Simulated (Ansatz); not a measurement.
**GaSb (slab): density, localisation and related maps**

The calculation's input:

```
crystal:
  lattice:
    - [4.3938492948, 0.0, 0.0]
    - [0.0, 6.2138412637, 0.0]
    - [0.0, 0.0, 28.1815478844]
  atoms:
    - { symbol: Ga, position: [0.5, 0.5, 0.2661315848] }
    - { symbol: Sb, position: [0.0, 0.75, 0.2661315848] }
    - { symbol: Ga, position: [0.0, 0.0, 0.3440877232] }
    - { symbol: Sb, position: [0.5, 0.25, 0.3440877232] }
    - { symbol: Ga, position: [0.5, 0.5, 0.4220438616] }
    - { symbol: Sb, position: [0.0, 0.75, 0.4220438616] }
    - { symbol: Ga, position: [0.0, 0.0, 0.5] }
    - { symbol: Sb, position: [0.5, 0.25, 0.5] }
    - { symbol: Ga, position: [0.5, 0.5, 0.5779561384] }
    - { symbol: Sb, position: [0.0, 0.75, 0.5779561384] }
    - { symbol: Ga, position: [0.0, 0.0, 0.6559122768] }
    - { symbol: Sb, position: [0.5, 0.25, 0.6559122768] }
    - { symbol: Ga, position: [0.5, 0.5, 0.7338684152] }
    - { symbol: Sb, position: [0.0, 0.75, 0.7338684152] }
basis:
  ecutwfc: 420
kpoints:
  mp_grid: { grid: [8, 6, 1] }
hamiltonian:
  xc: pbe
scf:
  occupations: { method: gaussian, width: 0.1 }
output:
  forces: true
  eigenvalues: true
  write_density: true
  write_potential: true
  elf: true
  volumetric_format: npy
relax:
  adjacent_minimum: "off"
  f_tol: 0.02
  max_steps: 60
efield:
  axis: 3
  dipole_correction: true
```

Command:

```sh
ansatz run input.yaml --threads 2 --pin off --max-ram 5120MiB --backend cpu --events-out ev --progress --plain --runs-dir out
```

The fields are those of the relaxed geometry.

Method: DFT PBE, scalar-relativistic, plane waves, PAW (Ansatz 0.2.0).

Core electrons are frozen (PAW), and the valence fields are smoothed inside the atomic spheres.

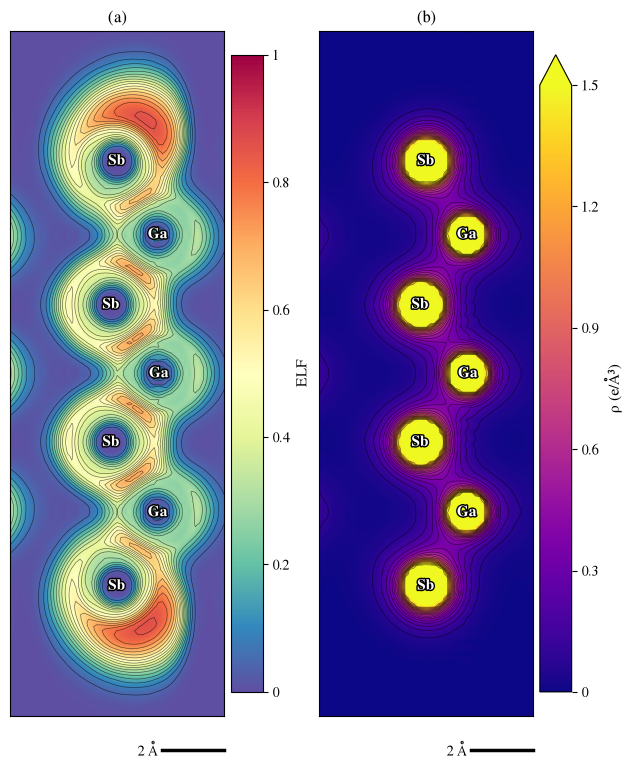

Figure 1. (a) ELF; (b) valence electron density on the (100) plane of the calculation cell, a cut from vacuum to vacuum.

**What does the map show?**

- Atoms in the plane: Sb and Ga.
- Ga–Sb (2.70 Å): ρ at the midpoint is about 0.39 e/Å³; the ELF peaks at about 0.70 between the atoms.
- The density dies away to nearly zero in the vacuum.
- The features right at Ga lie inside the PAW spheres, where the map follows smoothed inner orbitals and isn't to be read closely.

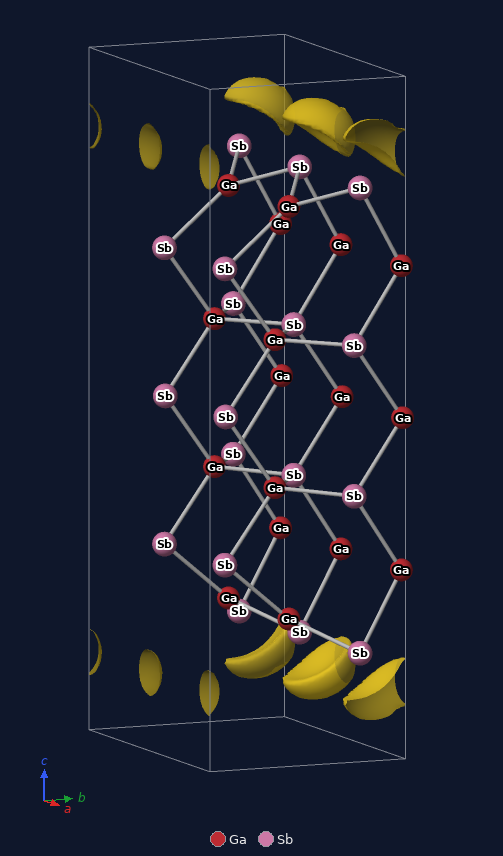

Figure 2. Isosurface of the electron localisation function at 0.75 (yellow), seen slightly off an axis. Core shells and regions of very low density are left out. Sticks mark near contacts.

**Where are the electrons localised?**

The surface consists of two lobes on Sb, pointing away from the bonds (lone pairs), counted in one cell of 14 atoms. Counts are for one cell; the picture repeats the cell along the surface. Along the contacts the grid gives the following. Ga–Sb (2.66 Å): the ELF peaks at about 0.70 between the atoms.

**Metal or insulator at this level of theory?**

It is gapped, with a Kohn–Sham gap of 0.31 eV on the k-point mesh, an upper bound to the gap of this method.
